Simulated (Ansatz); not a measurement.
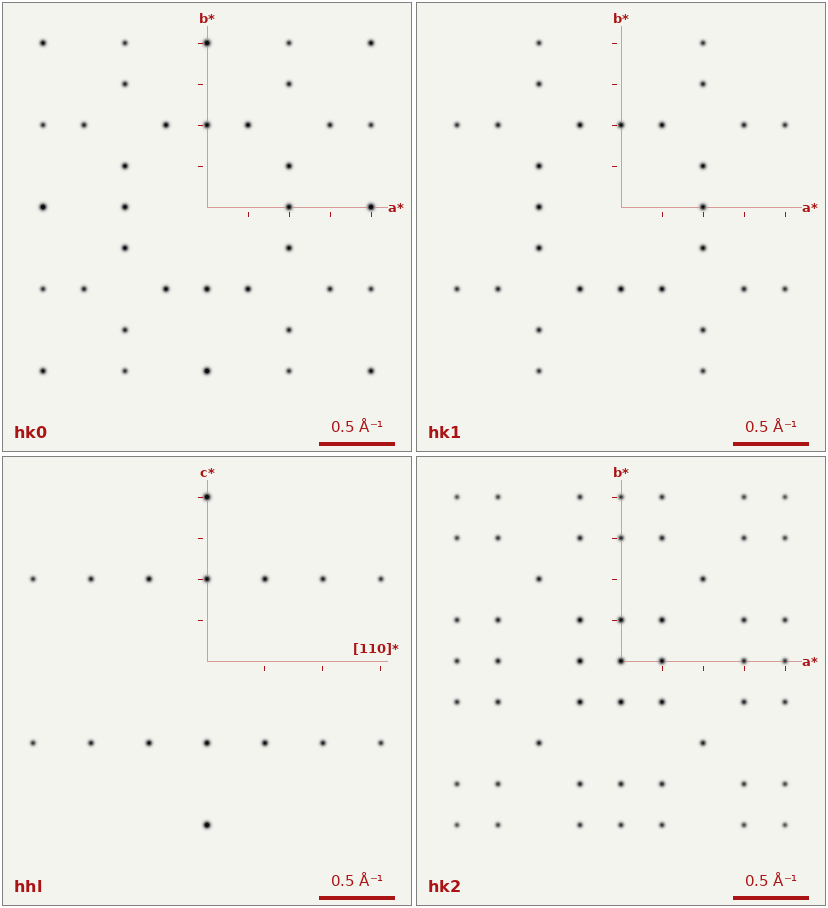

Simulated precession-type sections (X-rays; kinematic intensities, B = 0.5 Å²). The ticks mark integer indices of the conventional cell.

The compound is B. Structure: coordinates from a relaxation with Ansatz 0.2.0, DFT r2SCAN, scalar-relativistic, plane waves, PAW; the starting structure was generated, so it need not be a known form of this composition.

### Read the reciprocal cell and give the direct cell.

a* = 0.274, b* = 0.274, c* = 0.274 Å⁻¹; the cell is cubic with a = 3.64 Å.

### List the systematic absences.

Reflections are present only under these conditions. hkl: no condition; hk0: no condition; hhl: l = 2n; h00: h = 2n. The lattice is primitive (P). Further gaps, such as 0 4 1, 4 0 1, 1 4 0, come from atoms on special positions, not from the group's general conditions. A few very weak reflections are below the display threshold.

### Which space groups fit?

The intensities have Laue symmetry m-3m (the hk0 layer shows 4mm, hk1 shows 4mm). With these conditions the candidates are P-43n (No. 218), Pm-3n (No. 223). Diffraction geometry alone does not choose among them; the structure has Pm-3n.
